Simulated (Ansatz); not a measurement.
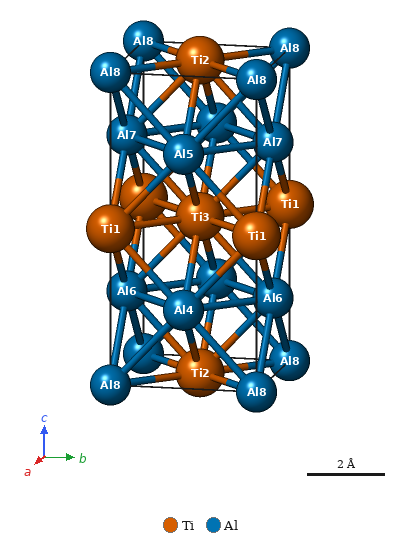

*The structure as given in the input (ball-and-stick view of the cell of the calculation, seen slightly off an axis; atoms are numbered from 1 in the order of the input). An atom can appear more than once, as a periodic image.*

Near neighbours in the periodic cell (some may lie outside the picture): Ti has 8 Al at 2.85 Å and 4 Ti at 2.75 Å; Ti has 12 Al at 2.75 to 2.85 Å; Al has 6 Al at 2.75 to 2.85 Å and 6 Ti at 2.85 Å; Al has 8 Al at 2.85 Å and 4 Ti at 2.75 Å.

**Ti$_{3}$Al$_{5}$: geometry relaxation (part 1 of 2)**

The run: geometry relaxation of Ti$_{3}$Al$_{5}$ (P4/mmm, 8 atoms in the cell). Method and program: DFT r2SCAN, scalar-relativistic, plane waves, PAW, no spin polarisation (Ansatz 0.2.0).

The structure derives from a Materials Project entry. Figures and captions count atoms from 1; the log counts them from 0 in places.

**Log**
```
Engine: ansatz 0.2.0, x86_64-unknown-linux-gnu
Pseudopotentials: kind: paw
Pseudopotential: Ti, paw, valence charge 12, recommended cutoff 500 eV (meta_gga), Ti.paw.azcp
Pseudopotential: Al, paw, valence charge 3, recommended cutoff 500 eV (meta_gga), Al.paw.azcp
Functional definition: r2SCAN
  parameter k0 = 0.174
  parameter k1 = 0.065
  parameter a1 = 4.9479
  exchange = r2scan_x(k0 = k0, k1 = k1, a1 = a1)
  correlation = r2scan_c
Crystal: 8 atoms, lattice volume = 126.339 Å³
Basis set: ecut = 500 eV, 3159 PW (Γ), exchange–correlation on 120×120×256 points (64 copies of the dense FFT grid, shifted against one another)
Bands: 34, of which v1, the nominal top of the filled ones, is band 26 counted from 1 (25 counted from 0)
Symmetry: 16 space group operations
Space group: P4/mmm (ITA 123), of the structure as read, at distance tolerance 5.0e-5 Å
k-points: 63 of 400
Non-local potential: Ti, projectors of the file, l = 0: 3, l = 1: 2, l = 2: 3, l = 3: 1
Non-local potential: Al, projectors of the file, l = 0: 2, l = 1: 2, l = 2: 1
PAW form: soft (Blöchl's): semilocal exchange-correlation on the pseudo side does not see the compensation charge
PAW frozen core: Ti, regenerated for the run's functional (the file was generated under x = pbe(κ = 0.804, μ = 0.2195149727645171), c = pbe(β = 0.06672455060314922))
PAW frozen core: Al, regenerated for the run's functional (the file was generated under x = pbe(κ = 0.804, μ = 0.2195149727645171), c = pbe(β = 0.06672455060314922))
PAW one-centre angular grid: Ti, 590 points (default); XC on 160 Gauss nodes
PAW one-centre angular grid: Al, 302 points (default); XC on 160 Gauss nodes
Initial density: superposition of atomic densities (neutral atoms: chi_scale 0, normalization atom), corrected by the library's trained network
Initial wavefunctions: pseudopotential atomic-orbital guess
Functional: x = r2scan, c = r2scan; τ floored in thin density (d = 2e-4 eV/Å³)
SCF iter   1: F=—  HF=-10218.615965 eV  |F-HF|=—  |Δ(HF+E_count)|=         —  Δρ=1.65e-2  dr2=7.59e-1  dr2_τ=7.67e-2  ethr=1.77e-3  ⟨swp⟩=7.0  Hψ=10162  notcnv=0
preconditioner: auto → Kerker (q_TF=auto, 2.345 Å⁻¹)  [metal: Δε(μ)=0.021 eV  Ē_g=5.110 eV  σ=0.100 eV  W_gap=0.12  n_scr=30 (ndim 8)  ℏωp=17.2 eV  f_vac=0.000  D(μ)=4.43/eV (n_scr^D=38)]
SCF iter   2: F=—  HF=-10218.717849 eV  |F-HF|=—  |Δ(HF+E_count)|=   1.02e-1  Δρ=1.45e-2  dr2=4.91e-1  dr2_τ=3.28e-2  ethr=1.49e-3  ⟨swp⟩=3.4  Hψ=4244  notcnv=0  defer=136
SCF iter   3: F=—  HF=-10218.687620 eV  |F-HF|=—  |Δ(HF+E_count)|=   3.02e-2  Δρ=3.60e-3  dr2=4.46e-2  dr2_τ=8.90e-4  ethr=9.63e-4  ⟨swp⟩=2.3  Hψ=2745  notcnv=0  defer=136
SCF iter   4: F=—  HF=-10218.686405 eV  |F-HF|=—  |Δ(HF+E_count)|=   1.22e-3  Δρ=1.86e-3  dr2=5.80e-3  dr2_τ=2.23e-4  ethr=8.75e-5  ⟨swp⟩=1.3  Hψ=2030  notcnv=0  defer=136
SCF iter   5: F=—  HF=-10218.687206 eV  |F-HF|=—  |Δ(HF+E_count)|=   8.01e-4  Δρ=2.43e-3  dr2=1.60e-2  dr2_τ=6.18e-4  ethr=1.14e-5  ⟨swp⟩=2.0  Hψ=3014  notcnv=0  defer=136  recentre
SCF iter   6: F=—  HF=-10218.686177 eV  |F-HF|=—  |Δ(HF+E_count)|=   1.03e-3  Δρ=3.60e-4  dr2=1.67e-4  dr2_τ=6.92e-6  ethr=1.14e-5  ⟨swp⟩=2.0  Hψ=2466  notcnv=0  defer=136
SCF iter   7: F=—  HF=-10218.686162 eV  |F-HF|=—  |Δ(HF+E_count)|=   1.52e-5  Δρ=5.30e-5  dr2=2.75e-6  dr2_τ=5.77e-7  ethr=3.28e-7  ⟨swp⟩=2.0  Hψ=2736  notcnv=0  defer=136
SCF iter   8: F=—  HF=-10218.686167 eV  |F-HF|=—  |Δ(HF+E_count)|=   5.46e-6  Δρ=2.21e-5  dr2=8.52e-7  dr2_τ=3.13e-8  ethr=5.39e-9  ⟨swp⟩=2.4  Hψ=3139  notcnv=0  defer=136
SCF iter   9: F=—  HF=-10218.686167 eV  |F-HF|=—  |Δ(HF+E_count)|=   5.17e-8  Δρ=6.56e-6  dr2=1.19e-7  dr2_τ=2.95e-9  ethr=1.67e-9  ⟨swp⟩=2.0  Hψ=2393  notcnv=0  defer=136
SCF iter  10: F=-10218.686167 eV  HF=-10218.686167 eV  |F-HF|=2.11e-8  |Δ(HF+E_count)|=   5.08e-9  Δρ=2.45e-6  dr2=2.24e-8  dr2_τ=3.43e-10  ethr=1.96e-10  ⟨swp⟩=12.1  Hψ=11767  notcnv=0
SCF 1 converged in 10 iterations: F = -10218.686167 eV  dr2 = 2.24e-8
  greatest PAW one-centre occupation: 1.001 electrons in one spin orbital (limit 2), on the Ti atom at site 0 (counted from 0), in its partial waves of l = 1
relax step   1: F+E_penalty+E_count = -10218.68616739 eV  Δ(F+E_penalty+E_count) = +0.000e0 eV  max|allowed force component| = 5.503e-2 eV/Å  Δτ_max = 0.0000 Å  P = +0.120 GPa  Ω = 126.339 Å³  (10 SCF iters, dr2 threshold 1.00e-7 eV, accepted)
Crystal: 8 atoms, lattice volume = 126.544 Å³
Basis set: ecut = 500 eV, 3175 PW (Γ), exchange–correlation on 120×120×256 points (64 copies of the dense FFT grid, shifted against one another)
Initial density: handed on by an earlier stage of this run
Initial wavefunctions: those handed on with the density
iter 1 solved again at ethr=8.51e-5 eV; its pass at ethr=3.10e-3 eV (dr2=4.34e-2 eV) is discarded
SCF iter   1: F=—  HF=-10218.688358 eV  |F-HF|=—  |Δ(HF+E_count)|=         —  Δρ=2.49e-3  dr2=4.33e-2  dr2_τ=5.60e-4  ethr=8.51e-5  ⟨swp⟩=1.0  Hψ=8903  notcnv=0
preconditioner: auto → Kerker (q_TF=auto, 2.345 Å⁻¹)  [metal: Δε(μ)=0.003 eV  Ē_g=5.014 eV  σ=0.100 eV  W_gap=0.01  n_scr=30 (ndim 8)  ℏωp=17.2 eV  f_vac=0.000  D(μ)=4.86/eV (n_scr^D=38)]
SCF iter   2: F=—  HF=-10218.688311 eV  |F-HF|=—  |Δ(HF+E_count)|=   4.71e-5  Δρ=3.26e-3  dr2=2.93e-2  dr2_τ=1.49e-3  ethr=8.49e-5  ⟨swp⟩=2.0  Hψ=2847  notcnv=0
SCF iter   3: F=—  HF=-10218.686774 eV  |F-HF|=—  |Δ(HF+E_count)|=   1.54e-3  Δρ=9.16e-4  dr2=1.18e-3  dr2_τ=1.87e-5  ethr=5.74e-5  ⟨swp⟩=1.2  Hψ=2159  notcnv=0
SCF iter   4: F=—  HF=-10218.686623 eV  |F-HF|=—  |Δ(HF+E_count)|=   1.51e-4  Δρ=6.58e-4  dr2=9.98e-4  dr2_τ=4.98e-5  ethr=2.31e-6  ⟨swp⟩=2.8  Hψ=3814  notcnv=0
SCF iter   5: F=—  HF=-10218.686543 eV  |F-HF|=—  |Δ(HF+E_count)|=   8.03e-5  Δρ=1.26e-4  dr2=2.63e-5  dr2_τ=1.90e-6  ethr=1.96e-6  ⟨swp⟩=2.0  Hψ=2461  notcnv=0
SCF iter   6: F=—  HF=-10218.686537 eV  |F-HF|=—  |Δ(HF+E_count)|=   6.10e-6  Δρ=4.47e-5  dr2=3.90e-6  dr2_τ=1.33e-7  ethr=5.16e-8  ⟨swp⟩=2.0  Hψ=2637  notcnv=0
SCF iter   7: F=-10218.686536 eV  HF=-10218.686537 eV  |F-HF|=4.77e-8  |Δ(HF+E_count)|=   2.74e-7  Δρ=1.15e-5  dr2=1.77e-7  dr2_τ=8.88e-9  ethr=3.71e-10  ⟨swp⟩=6.8  Hψ=12852  notcnv=0
SCF 2 converged in 7 iterations: F = -10218.686536 eV  dr2 = 1.77e-7
relax step   2: F+E_penalty+E_count = -10218.68653646 eV  Δ(F+E_penalty+E_count) = -3.691e-4 eV  max|allowed force component| = 4.204e-2 eV/Å  Δτ_max = 0.0122 Å  P = +0.001 GPa  Ω = 126.544 Å³  energy of the carried Pulay correction = -4.912e-5 eV  (7 SCF iters, dr2 threshold 1.89e-7 eV, accepted)
Crystal: 8 atoms, lattice volume = 126.511 Å³
iter 1 solved again at ethr=1.58e-5 eV; its pass at ethr=3.10e-3 eV (dr2=8.06e-3 eV) is discarded
SCF iter   1: F=—  HF=-10218.687338 eV  |F-HF|=—  |Δ(HF+E_count)|=         —  Δρ=1.07e-3  dr2=8.07e-3  dr2_τ=9.60e-5  ethr=1.58e-5  ⟨swp⟩=1.0  Hψ=8647  notcnv=0
preconditioner: auto → Kerker (q_TF=auto, 2.345 Å⁻¹)  [metal: Δε(μ)=0.002 eV  Ē_g=5.015 eV  σ=0.100 eV  W_gap=0.01  n_scr=30 (ndim 8)  ℏωp=17.2 eV  f_vac=0.000  D(μ)=5.08/eV (n_scr^D=38)]
SCF iter   2: F=—  HF=-10218.687321 eV  |F-HF|=—  |Δ(HF+E_count)|=   1.74e-5  Δρ=1.40e-3  dr2=5.47e-3  dr2_τ=2.77e-4  ethr=1.58e-5  ⟨swp⟩=2.0  Hψ=2390  notcnv=0
SCF iter   3: F=—  HF=-10218.687033 eV  |F-HF|=—  |Δ(HF+E_count)|=   2.88e-4  Δρ=4.07e-4  dr2=2.32e-4  dr2_τ=3.64e-6  ethr=1.07e-5  ⟨swp⟩=1.2  Hψ=2159  notcnv=0
SCF iter   4: F=—  HF=-10218.687006 eV  |F-HF|=—  |Δ(HF+E_count)|=   2.69e-5  Δρ=3.02e-4  dr2=2.22e-4  dr2_τ=1.03e-5  ethr=4.56e-7  ⟨swp⟩=2.8  Hψ=3801  notcnv=0
SCF iter   5: F=—  HF=-10218.686989 eV  |F-HF|=—  |Δ(HF+E_count)|=   1.72e-5  Δρ=5.14e-5  dr2=5.58e-6  dr2_τ=3.73e-7  ethr=4.36e-7  ⟨swp⟩=2.0  Hψ=2463  notcnv=0
SCF iter   6: F=—  HF=-10218.686985 eV  |F-HF|=—  |Δ(HF+E_count)|=   3.95e-6  Δρ=1.85e-5  dr2=5.55e-7  dr2_τ=1.97e-8  ethr=1.09e-8  ⟨swp⟩=2.0  Hψ=2517  notcnv=0
SCF iter   7: F=-10218.686985 eV  HF=-10218.686985 eV  |F-HF|=1.04e-8  |Δ(HF+E_count)|=   5.27e-8  Δρ=4.90e-6  dr2=3.10e-8  dr2_τ=1.95e-9  ethr=2.17e-10  ⟨swp⟩=8.9  Hψ=11939  notcnv=0
SCF 3 converged in 7 iterations: F = -10218.686985 eV  dr2 = 3.10e-8
relax step   3: F+E_penalty+E_count = -10218.68698473 eV  Δ(F+E_penalty+E_count) = -4.483e-4 eV  max|allowed force component| = 1.055e-4 eV/Å  Δτ_max = 0.0052 Å  P = -0.002 GPa  Ω = 126.511 Å³  energy of the carried Pulay correction = -4.124e-5 eV  (7 SCF iters, dr2 threshold 1.10e-7 eV, accepted)
Initial wavefunctions: pseudopotential atomic-orbital guess (no wavefunctions were taken with the density)
iter 1 solved again at ethr=6.24e-7 eV; its pass at ethr=3.10e-3 eV (dr2=3.18e-4 eV) is discarded
SCF iter   1: F=—  HF=-10218.687024 eV  |F-HF|=—  |Δ(HF+E_count)|=         —  Δρ=3.53e-5  dr2=6.63e-8  dr2_τ=1.31e-8  ethr=6.24e-7  ⟨swp⟩=2.7  Hψ=14507  notcnv=0
eigensolver tolerance schedule: the retry pair's looser diagonalisation over-reported the residual by 4792.45 of it (diagonalisation noise at 26.88 of the residual, at the tolerance the schedule requests for it); recorded, not acted on — ethr = c·dr2/N_el stays at c = 1.0e-1
preconditioner: auto → Kerker (q_TF=auto, 2.345 Å⁻¹)  [metal: Δε(μ)=0.008 eV  Ē_g=5.015 eV  σ=0.100 eV  W_gap=0.04  n_scr=30 (ndim 8)  ℏωp=17.2 eV  f_vac=0.000  D(μ)=5.01/eV (n_scr^D=38)]
SCF iter   2: F=—  HF=-10218.687029 eV  |F-HF|=—  |Δ(HF+E_count)|=   5.11e-6  Δρ=1.81e-5  dr2=5.15e-8  dr2_τ=5.87e-8  ethr=1.30e-10  ⟨swp⟩=2.4  Hψ=3147  notcnv=0
SCF iter   3: F=—  HF=-10218.687030 eV  |F-HF|=—  |Δ(HF+E_count)|=   9.30e-7  Δρ=9.46e-6  dr2=9.17e-8  dr2_τ=1.42e-8  ethr=1.01e-10  ⟨swp⟩=2.1  Hψ=2726  notcnv=0
SCF iter   4: F=—  HF=-10218.687030 eV  |F-HF|=—  |Δ(HF+E_count)|=   2.03e-7  Δρ=1.40e-6  dr2=1.09e-9  dr2_τ=2.69e-10  ethr=1.01e-10  ⟨swp⟩=2.0  Hψ=2483  notcnv=0
SCF iter   5: F=—  HF=-10218.687030 eV  |F-HF|=—  |Δ(HF+E_count)|=   1.95e-9  Δρ=1.18e-6  dr2=1.71e-9  dr2_τ=1.88e-10  ethr=2.14e-12  ⟨swp⟩=2.0  Hψ=2821  notcnv=0
SCF iter   6: F=-10218.687030 eV  HF=-10218.687030 eV  |F-HF|=4.73e-10  |Δ(HF+E_count)|=   1.78e-9  Δρ=4.24e-7  dr2=7.31e-11  dr2_τ=3.12e-11  ethr=1.00e-12  ⟨swp⟩=4.4  Hψ=9146  notcnv=0
SCF 4 converged in 6 iterations: F = -10218.687030 eV  dr2 = 7.31e-11
relax step   4: F+E_penalty+E_count = -10218.68703036 eV  Δ(F+E_penalty+E_count) = -4.563e-5 eV  max|allowed force component| = 8.847e-5 eV/Å  Δτ_max = 0.0000 Å  P = -0.002 GPa  Ω = 126.511 Å³  stress off target by 3.22e-3 GPa  SCF on the basis re-selected at this cell (its energy is not comparable with the rows above)  (6 SCF iters)
```

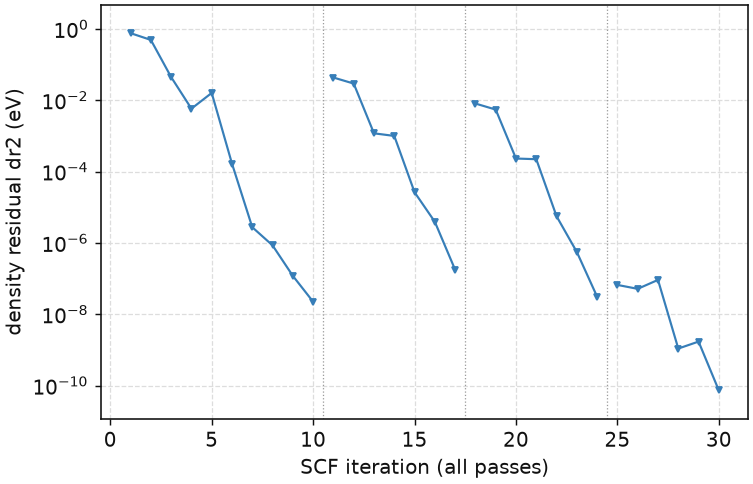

*Convergence of the self-consistent field: density residual dr2 against the SCF iteration. The dotted lines part the SCF passes of the relaxation: geometry steps, rejected trials and re-solves on a re-selected basis.*

The passes take 10, 7, 7 and 6 iterations.

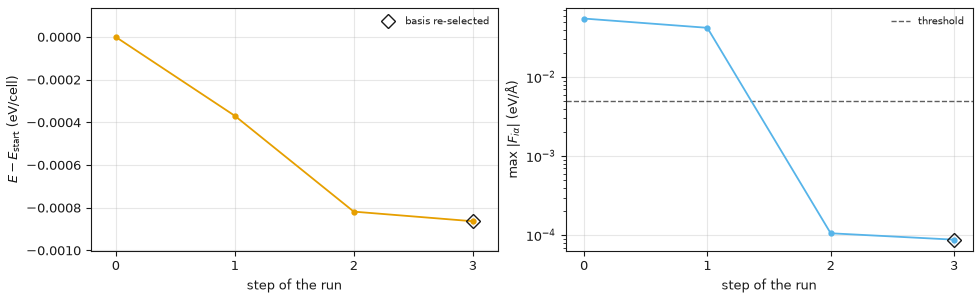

*Progress of the relaxation, step by step (the first geometry is step 0 here and step 1 in the log).*

The largest moves relative to the cell, 0.007 Å, are those of Al4, Al5, Al6 and Al7. Ti stays in place. The volume changes by +0.1 %, with a = b 3.895 → 3.898 Å (+0.1 %), c 8.326 → 8.325 Å (0.0 %). Among the contacts that change: Ti2–Al4 2.854 → 2.860 Å, Al4–Al8 2.854 → 2.860 Å, Ti1–Al4 2.848 → 2.843 Å. The space group stays P4/mmm (No. 123). The energy falls by 0.8 meV per cell of the calculation in 2 geometry steps. The largest force component goes from 0.055 to under 0.0001 eV/Å. Pressure: 0.12 GPa at the start and 0.00 GPa at the end. A last SCF at the same geometry on a re-selected plane-wave basis shifts the energy by next to nothing (0.0 meV per cell of the calculation). (Atoms are counted from 1 in the order of the input.)

```
basis re-selected at this cell: Δ(F+E_penalty+E_count) = -4.563e-5 eV, ΔP = +0.000 GPa vs the last step (what re-selecting the basis moved, of the pressure what is left beyond the Pulay correction that the steps carried, after the strain that the cell walked since its last selection, with what the two solves' SCF thresholds leave and, on support functions, any second-order correction that the steps lacked; it is no measure of the basis error at this ecutwfc). This SCF's stress stands 3.22e-3 GPa from its target on what of the cell is left free (relax.cell.stress_tol is 5.00e-2 GPa) and its largest allowed force component is 8.85e-5 eV/Å (relax.f_tol is 5.00e-3 eV/Å): within both
SCF converged after 6 iterations
Free energy (F): -10218.687030 eV
Harris-Foulkes:  -10218.687030 eV  (|F-HF|=4.73e-10)
Internal energy: -10218.661987 eV  (E = F + TS)
E sigma→0 (E₀):  -10218.674509 eV
Entropy (-TS):   -0.025043 eV (-3.130 meV/atom)
Fermi energy:    10.557510 eV
```
